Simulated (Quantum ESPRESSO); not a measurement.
**Band-structure run of GaSb (part 2 of 2)**

The same run, continued: GaSb (2 atoms in the cell); Kohn-Sham DFT of a periodic cell, PBE, PseudoDojo 0.4.1 SR PBE standard, no spin polarisation (Quantum ESPRESSO 7.5); cutoff 1088.45 eV, 8×8×8 k-mesh, fermi-dirac of 0.05 eV. The structure derives from an entry of the Crystallography Open Database.

Geometry of the input (Å; fractional positions):
```
0.0000  3.0590  3.0590
3.0590  0.0000  3.0590
3.0590  3.0590  0.0000
Sb 0.7500  0.7500  0.7500
Ga 0.0000  0.0000  0.0000
```

What the program printed, continued
```
     iteration #  7     ecut=    80.00 Ry     beta= 0.50
     Davidson diagonalization with overlap
     ethr =  1.16E-10,  avg # of iterations =  4.2

     total energy              =    -334.87778256 Ry
     estimated scf accuracy    <          4.3E-09 Ry

     iteration #  8     ecut=    80.00 Ry     beta= 0.50
     Davidson diagonalization with overlap
     ethr =  1.53E-11,  avg # of iterations =  2.1

     End of self-consistent calculation

          k = 0.0000 0.0000 0.0000 (  4645 PWs)   bands (ev):

   -20.5009 -20.5009 -20.5009 -20.4828 -20.4828  -6.6974  -6.6974  -6.6974
    -6.6486  -6.6486  -3.1544   8.3229   8.3229   8.3229   8.3620  11.1194
    11.1194  11.1194  14.1722  17.0791  17.0791

          k = 0.0884 0.0884-0.0884 (  4684 PWs)   bands (ev):

   -20.5009 -20.5005 -20.5005 -20.4828 -20.4828  -6.7016  -6.6955  -6.6955
    -6.6488  -6.6488  -2.9946   6.3171   8.0712   8.0712   9.3626  11.4659
    11.4659  11.7645  15.0035  16.2308  16.2308

          k = 0.1768 0.1768-0.1768 (  4693 PWs)   bands (ev):

   -20.5006 -20.4995 -20.4995 -20.4825 -20.4825  -6.7116  -6.6912  -6.6912
    -6.6491  -6.6491  -2.5396   4.3017   7.6246   7.6246   9.1401  11.9838
    11.9838  13.5423  15.5801  16.0072  16.0072

          k = 0.2652 0.2652-0.2652 (  4678 PWs)   bands (ev):

   -20.5004 -20.4987 -20.4987 -20.4821 -20.4821  -6.7214  -6.6876  -6.6876
    -6.6489  -6.6489  -1.9090   2.6803   7.2919   7.2919   8.8435  12.1162
    12.1162  14.9697  15.8387  16.9901  16.9901

          k =-0.3536-0.3536 0.3536 (  4664 PWs)   bands (ev):

   -20.5003 -20.4983 -20.4983 -20.4819 -20.4819  -6.7253  -6.6862  -6.6862
    -6.6486  -6.6486  -1.5329   1.9669   7.1737   7.1737   8.7345  12.0910
    12.0910  14.8471  17.7146  18.3613  18.3613

          k = 0.1768 0.0000 0.0000 (  4673 PWs)   bands (ev):

   -20.5014 -20.5001 -20.5001 -20.4831 -20.4824  -6.7050  -6.6937  -6.6937
    -6.6499  -6.6482  -2.9406   6.2624   7.6471   7.6471  10.0251  10.8086
    12.0729  12.0729  15.1397  15.3000  17.2915

          k = 0.2652 0.0884-0.0884 (  4676 PWs)   bands (ev):

   -20.5014 -20.4992 -20.4991 -20.4832 -20.4820  -6.7134  -6.6901  -6.6893
    -6.6512  -6.6479  -2.5806   4.7417   7.1218   7.1743  10.1455  11.0848
    12.7766  12.9820  15.0846  16.4244  17.0436

          k = 0.3536 0.1768-0.1768 (  4677 PWs)   bands (ev):

   -20.5009 -20.4986 -20.4982 -20.4829 -20.4816  -6.7222  -6.6867  -6.6854
    -6.6514  -6.6479  -1.9894   3.1156   6.5446   6.8966   9.9515  11.6617
    12.9334  13.6355  16.2758  16.8820  17.7044

          k =-0.2652-0.4419 0.4419 (  4653 PWs)   bands (ev):

   -20.5003 -20.4983 -20.4978 -20.4824 -20.4816  -6.7272  -6.6848  -6.6839
    -6.6503  -6.6483  -1.4580   2.0776   6.1484   6.8857   9.7749  11.8719
    12.7021  14.9696  16.4229  18.0707  18.3906

          k =-0.1768-0.3536 0.3536 (  4662 PWs)   bands (ev):

   -20.5001 -20.4984 -20.4981 -20.4821 -20.4820  -6.7256  -6.6852  -6.6849
    -6.6495  -6.6492  -1.5953   2.3222   6.0294   7.1370   9.7854  12.0776
    12.4459  15.1161  16.3735  16.5892  18.0908

          k =-0.0884-0.2652 0.2652 (  4679 PWs)   bands (ev):

   -20.5005 -20.4991 -20.4988 -20.4827 -20.4820  -6.7181  -6.6890  -6.6871
    -6.6503  -6.6487  -2.2063   3.6262   6.2505   7.5817   9.9537  12.0997
    12.2349  13.6532  15.3983  16.3648  17.7643

          k = 0.0000-0.1768 0.1768 (  4683 PWs)   bands (ev):

   -20.5009 -20.5001 -20.4996 -20.4829 -20.4824  -6.7084  -6.6934  -6.6912
    -6.6499  -6.6486  -2.7347   5.2090   6.9498   8.0253   9.9533  11.5667
    11.6538  12.8873  15.3620  15.9799  16.2346

          k = 0.3536 0.0000 0.0000 (  4664 PWs)   bands (ev):

   -20.5024 -20.4980 -20.4980 -20.4837 -20.4813  -6.7218  -6.6846  -6.6846
    -6.6541  -6.6471  -2.3208   4.2677   6.6644   6.6644   9.5937  11.0548
    13.8596  13.8596  14.8451  17.4738  17.9306

          k = 0.4419 0.0884-0.0884 (  4669 PWs)   bands (ev):

   -20.5025 -20.4972 -20.4970 -20.4837 -20.4809  -6.7294  -6.6809  -6.6802
    -6.6556  -6.6468  -1.8073   3.1498   5.9837   6.3575   9.8013  11.0449
    13.7665  14.4048  16.7626  18.2570  18.4926

          k =-0.1768-0.5303 0.5303 (  4671 PWs)   bands (ev):

   -20.5015 -20.4972 -20.4966 -20.4833 -20.4809  -6.7330  -6.6802  -6.6784
    -6.6545  -6.6476  -1.2334   2.1693   5.2434   6.3396   9.9339  12.2795
    13.5322  14.1892  17.4485  18.5737  18.8451

          k =-0.0884-0.4419 0.4419 (  4659 PWs)   bands (ev):

   -20.5003 -20.4980 -20.4970 -20.4826 -20.4815  -6.7316  -6.6813  -6.6799
    -6.6520  -6.6493  -1.1401   2.0391   4.8802   6.6126  10.0948  12.9930
    13.7061  14.6307  15.5177  16.6029  18.8367

          k = 0.0000-0.3536 0.3536 (  4672 PWs)   bands (ev):

   -20.4999 -20.4986 -20.4980 -20.4823 -20.4821  -6.7259  -6.6841  -6.6835
    -6.6506  -6.6498  -1.6530   2.8042   5.1334   7.1018  10.3319  12.9495
    13.0453  13.4199  15.4648  16.9790  19.0303

          k = 0.5303 0.0000-0.0000 (  4672 PWs)   bands (ev):

   -20.5035 -20.4959 -20.4959 -20.4843 -20.4802  -6.7371  -6.6753  -6.6753
    -6.6591  -6.6460  -1.3928   2.4950   5.9910   5.9910   9.2253  10.1377
    15.7863  15.7863  16.6886  19.0020  19.5275

          k =-0.0884-0.6187 0.6187 (  4677 PWs)   bands (ev):

   -20.5032 -20.4957 -20.4955 -20.4842 -20.4801  -6.7400  -6.6743  -6.6733
    -6.6590  -6.6463  -0.9063   1.8208   5.3706   5.9120   9.5082  10.4339
    15.5917  16.0032  17.9212  19.0481  19.2102

          k =-0.0000-0.5303 0.5303 (  4660 PWs)   bands (ev):

   -20.5018 -20.4966 -20.4959 -20.4835 -20.4807  -6.7373  -6.6773  -6.6750
    -6.6559  -6.6479  -0.7759   1.7057   4.7216   6.1388   9.7414  12.2166
    14.9639  15.1753  15.9079  17.2953  19.8934

          k =-0.7071 0.0000 0.0000 (  4720 PWs)   bands (ev):

   -20.5039 -20.4951 -20.4951 -20.4845 -20.4798  -6.7430  -6.6713  -6.6713
    -6.6613  -6.6456  -0.7106   1.5259   5.7569   5.7569   9.2406   9.5867
    17.0609  17.0609  18.4174  19.1975  19.8943

          k = 0.3536 0.1768-0.0000 (  4687 PWs)   bands (ev):

   -20.5015 -20.4983 -20.4981 -20.4832 -20.4815  -6.7217  -6.6862  -6.6846
    -6.6527  -6.6477  -2.1430   3.7320   5.9973   7.0208  10.5509  11.2381
    12.8286  13.6059  15.7271  17.4522  17.7497

          k =-0.2652-0.4419 0.6187 (  4669 PWs)   bands (ev):

   -20.5007 -20.4983 -20.4971 -20.4829 -20.4814  -6.7284  -6.6833  -6.6813
    -6.6526  -6.6482  -1.5396   2.5745   5.3989   6.6184  10.6792  11.7707
    12.9964  14.1474  16.7860  17.1813  18.6179

          k =-0.1768-0.3536 0.5303 (  4638 PWs)   bands (ev):

   -20.5001 -20.4986 -20.4968 -20.4826 -20.4815  -6.7310  -6.6825  -6.6800
    -6.6517  -6.6489  -1.1817   1.9899   5.2362   6.4356  10.6357  11.7766
    13.7334  14.7915  15.5941  18.1006  18.6081

          k =-0.1768-0.5303 0.7071 (  4659 PWs)   bands (ev):

   -20.5023 -20.4969 -20.4959 -20.4838 -20.4806  -6.7349  -6.6783  -6.6765
    -6.6565  -6.6470  -1.2818   2.3544   5.4240   5.9479  10.3001  10.9424
    13.6167  15.6678  17.4550  18.0062  19.7497

          k =-0.0884-0.4419 0.6187 (  4659 PWs)   bands (ev):

   -20.5012 -20.4977 -20.4955 -20.4834 -20.4809  -6.7360  -6.6789  -6.6754
    -6.6549  -6.6484  -0.8573   1.8194   4.8840   5.7897  10.6689  12.3003
    13.2343  14.8944  16.5540  18.8754  19.3570

          k =-0.0000-0.3536 0.5303 (  4667 PWs)   bands (ev):

   -20.5001 -20.4987 -20.4960 -20.4830 -20.4813  -6.7334  -6.6808  -6.6773
    -6.6530  -6.6493  -1.0178   2.0150   4.7587   6.0953  10.9445  12.6902
    12.9935  14.6545  15.9683  17.1760  19.8910

          k =-0.7071 0.1768 0.0000 (  4668 PWs)   bands (ev):

   -20.5027 -20.4963 -20.4950 -20.4840 -20.4802  -6.7401  -6.6749  -6.6730
    -6.6581  -6.6469  -0.6891   1.5895   5.3285   5.4523  10.2595  10.5393
    15.3113  15.3796  18.2717  18.6113  19.7767

          k =-0.7071 0.3536 0.0000 (  4648 PWs)   bands (ev):

   -20.5003 -20.4987 -20.4950 -20.4833 -20.4809  -6.7368  -6.6789  -6.6742
    -6.6543  -6.6492  -0.6670   1.6591   4.9830   5.2038  12.0161  12.6607
    12.7629  13.1090  18.3022  18.5696  19.8177

     the Fermi energy is     8.3910 ev

!    total energy              =    -334.87778257 Ry
     estimated scf accuracy    <          1.0E-10 Ry
     smearing contrib. (-TS)   =      -0.00003554 Ry
     internal energy E=F+TS    =    -334.87774703 Ry

     The total energy is F=E-TS. E is the sum of the following terms:
     one-electron contribution =    -165.19071810 Ry
     hartree contribution      =     100.98255384 Ry
     xc contribution           =     -87.36990700 Ry
     ewald contribution        =    -183.29967578 Ry

     convergence has been achieved in   8 iterations

     Forces acting on atoms (cartesian axes, Ry/au):

     atom    1 type  1   force =     0.00000000    0.00000000    0.00000000
     atom    2 type  2   force =    -0.00000000    0.00000000   -0.00000000

     Total force =     0.000000     Total SCF correction =     0.000000

     Computing stress (Cartesian axis) and pressure

          total   stress  (Ry/bohr**3)                   (kbar)     P=       23.27
   0.00015816   0.00000000   0.00000000           23.27        0.00        0.00
   0.00000000   0.00015816   0.00000000            0.00       23.27        0.00
   0.00000000   0.00000000   0.00015816            0.00        0.00       23.27

=------------------------------------------------------------------------------=
   JOB DONE.
=------------------------------------------------------------------------------=
```

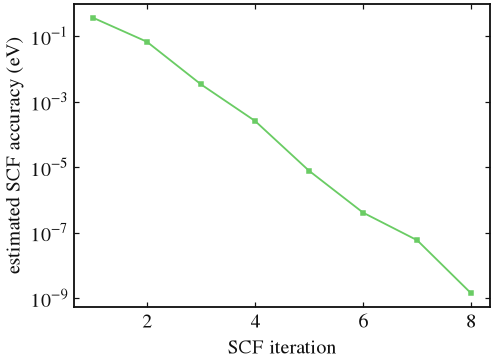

Figure 1. Convergence of the self-consistent field: estimated SCF accuracy against the iteration. The field takes 8 iterations in all.
